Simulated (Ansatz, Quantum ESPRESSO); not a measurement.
# 2H-WS2, 2 layers, AA' stacking: the gap along the path at a withheld member of a series

How the rows were computed: Quantum ESPRESSO 7.5, PBE-D3(BJ), GBRV ultrasoft. Cell and atoms are first relaxed with a D3(BJ) correction; each strained cell is then held and the atoms relax in it. A periodic run with 15 Å of vacuum in the starting cell gives the vacuum levels, and bands follow along a path. The series steps biaxial strain.

```tsv
biaxial strain	gap along the path (eV)
-4 %	1.449
-3 %	1.521
-2 %	1.479
-1 %	1.413
0 %	1.385
1 %	1.303
2 %	1.089
3 %	0.891
```

**Question.** What is the gap along the path at 4 %?

**Fit.** The rows at 2 % and 3 % give a slope of (0.891 − (1.089))/(3 − (2)) = −0.198, so a straight line gives 0.693 eV. A parabola through these and the row at 1 % gives 0.709 eV.

**Check.** 0.673 eV. The line misses by +0.020 and the parabola by +0.036 eV. The line does better here.

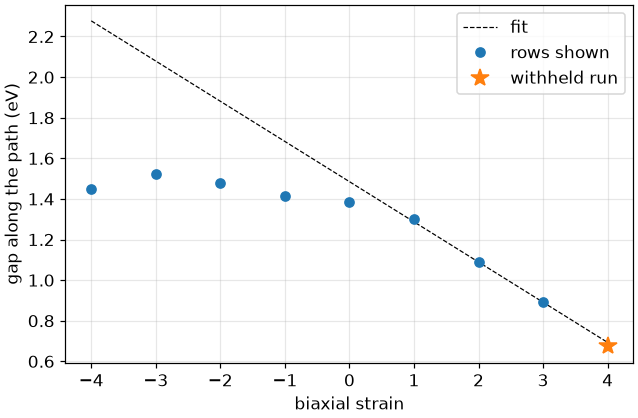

The rows shown, the fit and the withheld run.

**Limits.** Semilocal gaps are too small; the 1×1 cell can't ripple over many cells under compression as a free sheet would. No spin-orbit coupling.

[Logs are printed without paths, hosts, clocks, repeated set-up lines and the standing remarks that a program may print on its own settings, such as how far it seeks lower states.]
